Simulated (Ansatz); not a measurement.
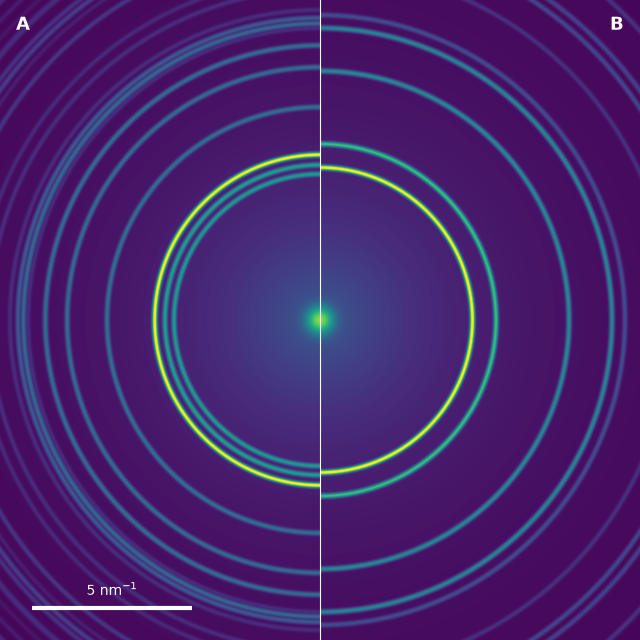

Simulated electron diffraction rings at 120 kV (λ = 0.0335 Å), scale in nm⁻¹ (radius = 1/d), for a fine-grained powder without texture. Kinematic intensities with B = 1.0 Å² for all atoms, without multiple scattering; brightness goes as intensity to the power 0.5, clipped at the top. Reflections closer than the ring width show as one ring. The left and right halves show two different samples, each scaled to its strongest ring.

Structure 1:
```
Cu
1.0
     3.63523    0.00000    0.00000
     0.00000    3.63523    0.00000
     0.00000    0.00000    3.63523
Cu
4
Direct
  0.00000 0.00000 0.00000
  0.00000 0.50000 0.50000
  0.50000 0.00000 0.50000
  0.50000 0.50000 0.00000
```

Structure 2:
```
Cu
1.0
     2.53147    0.00000    0.00000
    -1.26573    2.19232    0.00000
     0.00000    0.00000    4.12762
Cu
2
Direct
  0.33333 0.66667 0.75000
  0.66667 0.33333 0.25000
```

Origins: 1, the input geometry of an electronic-structure calculation (not necessarily at equilibrium); 2, coordinates from a relaxation at fixed volume with Ansatz, DFT r2SCAN, scalar-relativistic, plane waves, PAW; the starting structure was generated, so it need not be a known form of this composition.

Which structure gives which half?

Answer. Half A is structure 2 (Cu): 100 at 4.56 nm⁻¹ (d = 2.19 Å), 002 at 4.85 nm⁻¹ (d = 2.06 Å), 101 at 5.16 nm⁻¹ (d = 1.936 Å), 102 at 6.65 nm⁻¹ (d = 1.503 Å).
Half B is structure 1 (Cu): 111 at 4.76 nm⁻¹ (d = 2.10 Å), 200 at 5.50 nm⁻¹ (d = 1.818 Å), 220 at 7.78 nm⁻¹ (d = 1.285 Å), 311 at 9.12 nm⁻¹ (d = 1.096 Å).
